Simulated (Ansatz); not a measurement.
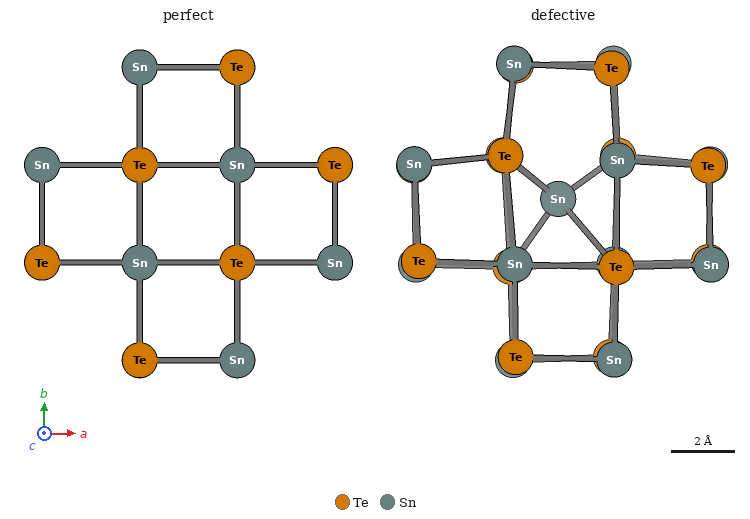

Left: perfect SnTe. Right: the same region with one point defect, after relaxing the atoms in a supercell of 64 sites. The picture is a ball-and-stick view of the atoms within 6.0 Å of one point, in a slice 4.2 Å thick across the line of sight, seen along the c axis.

The calculation used DFT, PBEsol, PAW, plane waves in Ansatz 0.2.0. (plane-wave cutoff 420 eV; k-point mesh 1 × 1 × 1; mesh shifted by (0.25, 0.25, 0.25); no spin polarisation) Fermi-Dirac smearing of 0.01 eV. The axes drawn are those of the host's conventional cell.

### Which defect is it?

An extra tin atom is put between the host's atoms (an interstitial).

The charge state of the cell is 0.

### How does the lattice respond?

The Sn atom starts with 4 Sn at 2.72 Å, 4 Te at 2.72 Å around its place and ends with 4 Sn at 2.86 to 3.11 Å, 3 Te at 2.92 to 3.08 Å. Of the host's atoms, a tin atom moves furthest from its site, by 0.59 Å. The Sn atom itself moves 0.53 Å from where it was put.
